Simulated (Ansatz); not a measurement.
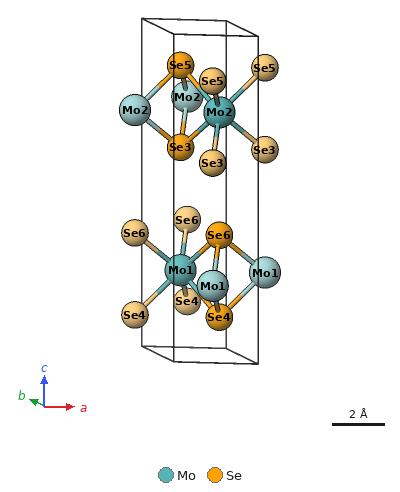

Fig. 1: The structure as given in the input (ball-and-stick view of the cell of the calculation, seen slightly off an axis; neighbours outside the cell are drawn fainter; atoms are numbered from 1 in the order of the input).

**Run report: MoSe2, single-point calculation**

- system: MoSe2 (P6₃/mmc, 6 atoms in the cell)
- method: DFT PBE+D3(BJ), scalar-relativistic, plane waves, PAW, no spin polarisation (Ansatz 0.2.0)

The structure derives from an entry of the Crystallography Open Database. Figures and captions count atoms from 1; the log counts them from 0 in places.

### The program's output
```
Engine: ansatz 0.2.0, aarch64-unknown-linux-gnu
Pseudopotentials: kind: paw
Pseudopotential: Mo, paw, valence charge 14, recommended cutoff 420 eV (normal), Mo.paw.azcp
Pseudopotential: Se, paw, valence charge 16, recommended cutoff 420 eV (normal), Se.paw.azcp
Functional definition: PBE
  parameter kappa = 0.804
  parameter beta = 0.06672455060314922
  exchange = pbe_x(kappa = kappa, mu = beta*pi^2/3)
  correlation = pbe_c(beta = beta)
Crystal: 6 atoms, lattice volume = 120.777 Å³
Basis set: ecut = 420 eV, 2395 PW (Γ), exchange–correlation on 48×48×180 points (8 copies of the dense FFT grid, shifted against one another)
Bands: 56, of which v1, the nominal top of the filled ones, is band 46 counted from 1 (45 counted from 0)
Symmetry: 24 space group operations
Space group: P63/mmc (ITA 194), of the structure as read, at distance tolerance 4.9e-5 Å
k-points: 14 of 72
Non-local potential: Mo, projectors of the file, l = 0: 3, l = 1: 2, l = 2: 2, l = 3: 1
Non-local potential: Se, projectors of the file, l = 0: 2, l = 1: 2, l = 2: 3, l = 3: 1
PAW form: soft (Blöchl's): semilocal exchange-correlation on the pseudo side does not see the compensation charge
PAW one-centre angular grid: Mo, 590 points (default); XC on 64 Gauss nodes
PAW one-centre angular grid: Se, 590 points (default); XC on 64 Gauss nodes
Initial density: superposition of atomic densities (neutral atoms: chi_scale 0, normalization atom), corrected by the library's trained network
Initial wavefunctions: pseudopotential atomic-orbital guess
Functional: x = pbe(κ = 0.804, μ = 0.2195149727645171), c = pbe(β = 0.06672455060314922)
SCF iter   1: F=—  HF=-31795.024401 eV  |F-HF|=—  |Δ(HF+E_count)|=         —  Δρ=4.87e-3  dr2=7.65e-3  ethr=1.77e-3  ⟨swp⟩=5.9  Hψ=2752  notcnv=0
preconditioner: auto → Resta (q_TF=auto, 2.607 Å⁻¹)  ε∞=6.3  [insulator: Δε(μ)=0.895 eV  Ē_g=8.802 eV  σ=0.100 eV  W_gap=1.00  n_scr=40 (ndim 8)  ℏωp=20.3 eV  f_vac=0.059  D(μ)=0.00/eV (n_scr^D=0)  ε∞_Penn≈6.3]
SCF iter   2: F=—  HF=-31795.033385 eV  |F-HF|=—  |Δ(HF+E_count)|=   8.98e-3  Δρ=2.81e-3  dr2=2.39e-3  ethr=8.32e-6  ⟨swp⟩=2.0  Hψ=1187  notcnv=0
SCF iter   3: F=—  HF=-31795.037450 eV  |F-HF|=—  |Δ(HF+E_count)|=   4.07e-3  Δρ=9.54e-4  dr2=1.69e-3  ethr=2.59e-6  ⟨swp⟩=2.1  Hψ=1100  notcnv=0
automatic band count: iteration 3 solves 55 bands in place of 56: the levels show a gap, and the empty bands left out lie too high to hold charge; the band table lists the bands solved (type scf.n_extra_bands for more)
SCF iter   4: F=—  HF=-31795.037446 eV  |F-HF|=—  |Δ(HF+E_count)|=   4.32e-6  Δρ=1.09e-4  dr2=8.84e-6  ethr=1.84e-6  ⟨swp⟩=2.2  Hψ=961  notcnv=0
SCF iter   5: F=—  HF=-31795.037433 eV  |F-HF|=—  |Δ(HF+E_count)|=   1.26e-5  Δρ=3.61e-5  dr2=1.70e-6  ethr=9.61e-9  ⟨swp⟩=2.1  Hψ=1353  notcnv=0
SCF iter   6: F=—  HF=-31795.037435 eV  |F-HF|=—  |Δ(HF+E_count)|=   1.38e-6  Δρ=9.37e-6  dr2=3.01e-7  ethr=1.84e-9  ⟨swp⟩=2.0  Hψ=987  notcnv=0
SCF iter   7: F=-31795.037435 eV  HF=-31795.037435 eV  |F-HF|=1.21e-9  |Δ(HF+E_count)|=   1.07e-7  Δρ=3.20e-6  dr2=2.35e-8  ethr=1.09e-10  ⟨swp⟩=8.0  Hψ=2952  notcnv=0
SCF 1 converged in 7 iterations: F = -31795.037435 eV  dr2 = 2.35e-8
  greatest PAW one-centre occupation: 1.000 electrons in one spin orbital (limit 2), on the Se atom at site 4 (counted from 0), in its partial waves of l = 2
```

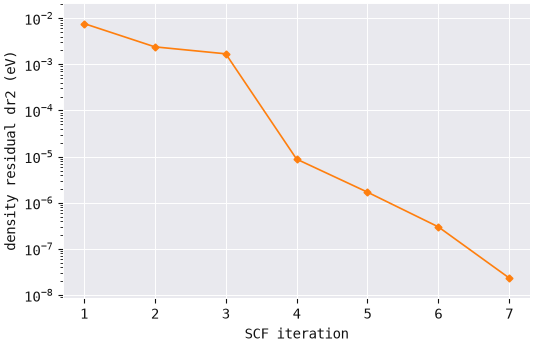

Fig. 2: Convergence of the self-consistent field: density residual dr2 against the SCF iteration. The residual falls at every step.

```
SCF converged after 7 iterations
Free energy (F): -31795.037435 eV
Harris-Foulkes:  -31795.037435 eV  (|F-HF|=1.21e-9)
Internal energy: -31795.037435 eV  (E = F + TS)
E sigma→0 (E₀):  -31795.037435 eV
Fermi energy:    13.016608 eV
--- Per-component energies (eV) ---
  E_band       = -1628.652427
  E_kinetic    = 1365.639819
  E_local      = -12145.303959  (includes V_loc(G=0)·N_el)
  E_nonlocal   = -2095.754494
  E_hartree    = 5758.059144
  E_xc         = -788.293651
  E_vxc        = -856.828523  (∫ρ·V_xc dr)
  E_paw        = -14048.196973  (= ΣΔE_a)
  E_vpaw       = 587.484002  (= ΣTr[D̂ρ^β])
  E_aug_tail   = -0.002290  (compensation charges beyond the density's cutoff)
  E_ewald      = -9838.366413
  E_disp       = -2.818617  (pairwise vdW)
  E_smearing   = -0.000000  (= −TS)
  E_closure    = -0.000000  (closes the sum)
  Σ components = -31795.037435   (vs F -31795.037435, Δ=0.00e0)
--- Forces (eV/Å), atoms counted from 1 ---
  atom   1  Mo     0.00000000     0.00000000    -0.00000000
  atom   2  Mo     0.00000000     0.00000000     0.00000000
  atom   3  Se     0.00000000     0.00000000    -1.10742964
  atom   4  Se     0.00000000    -0.00000000    -1.10742964
  atom   5  Se    -0.00000000     0.00000000     1.10742964
  atom   6  Se    -0.00000000    -0.00000000     1.10742964
  max |Σ_I F_I| component: 1.39e-17 eV/Å
--- Stress (GPa, compression-positive) ---
        2.418335      -0.000000       0.000000
        0.000000       2.418335      -0.000000
        0.000000      -0.000000       7.898863
  P = ⅓ Tr σ = 4.2452 GPa (42.452 kbar)
--- Band table (eV; the first three rows and the last of 14) ---
  k-point 0: bands = ["-48.6999", "-48.6999", "-35.3228", "-35.3228", "-35.3228", "-35.3228", "-35.3223", "-35.3223", "-35.3222", "-35.3222", "-35.2819", "-35.2819", "-35.2817", "-35.2817", "-35.2805", "-35.2805", "-35.2803", "-35.2803", "-35.2656", "-35.2654", "-35.2623", "-35.2621", "-22.8784", "-22.8784", "-22.6974", "-22.6974", "-22.6974", "-22.6974", "-2.4977", "-2.2653", "-1.3881", "-1.0168", "5.9267", "6.9425", "9.2791", "9.6532", "9.6532", "9.6659", "9.6659", "10.7179", "10.7179", "10.7567", "10.7567", "11.5052", "11.7086", "12.5863", "14.9949", "14.9949", "15.0456", "15.0456", "15.2809", "15.2809", "15.4557", "15.4557", "17.7653"]
  k-point 1: bands = ["-48.6999", "-48.6999", "-35.3228", "-35.3228", "-35.3228", "-35.3228", "-35.3223", "-35.3223", "-35.3223", "-35.3223", "-35.2818", "-35.2818", "-35.2818", "-35.2818", "-35.2804", "-35.2804", "-35.2804", "-35.2804", "-35.2655", "-35.2655", "-35.2622", "-35.2622", "-22.8784", "-22.8784", "-22.6974", "-22.6974", "-22.6974", "-22.6974", "-2.3978", "-2.3978", "-1.1878", "-1.1878", "6.3504", "6.3504", "9.6595", "9.6595", "9.6595", "9.6595", "10.2255", "10.2255", "10.7373", "10.7373", "10.7373", "10.7373", "12.3905", "12.3905", "15.0123", "15.0123", "15.0123", "15.0123", "15.3759", "15.3759", "15.3759", "15.3759", "17.9898"]
  k-point 2: bands = ["-48.6937", "-48.6937", "-35.3225", "-35.3225", "-35.3224", "-35.3224", "-35.3217", "-35.3216", "-35.3212", "-35.3211", "-35.2821", "-35.2819", "-35.2819", "-35.2818", "-35.2811", "-35.2809", "-35.2806", "-35.2804", "-35.2651", "-35.2649", "-35.2617", "-35.2615", "-22.8623", "-22.8622", "-22.7684", "-22.7684", "-22.7133", "-22.7133", "-2.1163", "-1.8919", "-1.1803", "-0.8482", "6.3570", "7.3441", "8.7188", "8.8070", "8.8693", "9.6061", "10.0238", "10.0568", "10.1688", "10.2234", "10.7810", "11.4746", "11.7415", "11.9035", "14.1867", "14.4440", "14.7269", "14.7677", "14.8034", "14.9544", "15.4619", "15.6331", "19.2660"]
  k-point 13: bands = ["-48.6721", "-48.6721", "-35.3208", "-35.3208", "-35.3198", "-35.3198", "-35.3195", "-35.3195", "-35.3192", "-35.3192", "-35.2837", "-35.2837", "-35.2824", "-35.2824", "-35.2816", "-35.2816", "-35.2809", "-35.2809", "-35.2632", "-35.2632", "-35.2596", "-35.2596", "-22.9115", "-22.9115", "-22.8700", "-22.8700", "-22.8055", "-22.8055", "-0.2951", "-0.2951", "-0.1514", "-0.1514", "6.7760", "6.7760", "7.3684", "7.3684", "7.9261", "7.9261", "8.3366", "8.3366", "9.2524", "9.2524", "9.9790", "9.9790", "12.0029", "12.0029", "13.4761", "13.4761", "14.7969", "14.7969", "15.3096", "15.3096", "16.5699", "16.5699", "18.7754"]
```

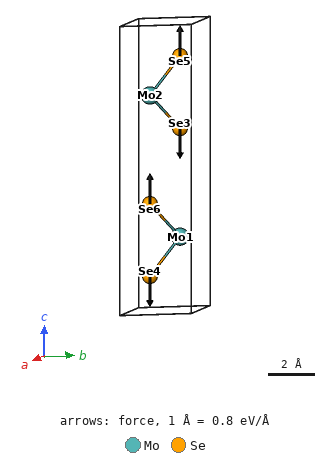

Fig. 3: Forces on the atoms as black arrows (ball-and-stick view of the cell of the calculation, seen slightly off an axis; atoms are numbered from 1 in the order of the input). The largest act on all 4 Se atoms (1.11 eV/Å). The geometry is not a stationary point of this energy.

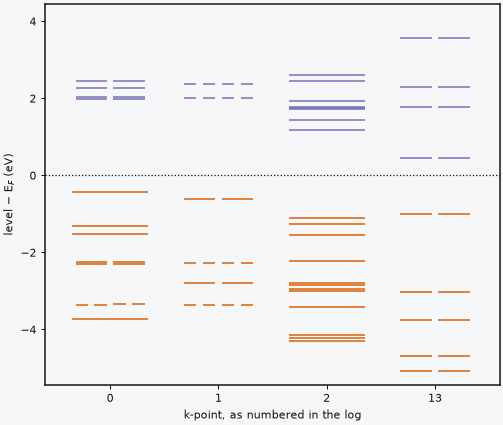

Fig. 4: Kohn–Sham levels near the Fermi level (dotted) at the few k-points that the log prints; levels within 0.02 eV of each other stand side by side. Among these points the highest filled and lowest empty levels are 0.89 eV apart, which is the gap on the mesh.

This output came from the following input.

### Input
```yaml
crystal:
  lattice:
    - [3.288, 0.0, 0.0]
    - [-1.644, 2.8474915276, 0.0]
    - [0.0, 0.0, 12.9]
  atoms:
    - { symbol: Mo, position: [0.3333333333, 0.6666666667, 0.25] }
    - { symbol: Mo, position: [0.6666666667, 0.3333333333, 0.75] }
    - { symbol: Se, position: [0.3333333333, 0.6666666667, 0.625] }
    - { symbol: Se, position: [0.6666666667, 0.3333333333, 0.125] }
    - { symbol: Se, position: [0.3333333333, 0.6666666667, 0.875] }
    - { symbol: Se, position: [0.6666666667, 0.3333333333, 0.375] }
basis:
  ecutwfc: 420
kpoints:
  mp_grid: { grid: [6, 6, 2] }
hamiltonian:
  xc: pbe
  dispersion: d3bj
scf:
  occupations: { method: gaussian, width: 0.1 }
output:
  forces: true
  stress: true
  eigenvalues: true
```

Launched with:
```bash
ansatz run input.yaml --threads 4 --pin off --max-ram 10240MiB --backend cpu --events-out ev --progress --plain --runs-dir out
```

### Summary

| quantity | value |
| --- | --- |
| outcome | converged |
| space group (tolerance 0.01 Å) | P6₃/mmc (194) |
| electrons treated | 92 |
| free energy | −31795.0374 eV |
| Fermi energy | 13.017 eV |
| gap on the k-point mesh | 0.89 eV |
| pressure | 4.25 GPa |
| largest force (length of the vector) | 1.107 eV/Å |
| hardware | 4 threads of Arm Neoverse V1, 24 GiB of memory available, shared host |
| wall time | 1.5 s (CPU time 5.4 s) |
| peak memory | 0.5 GiB |
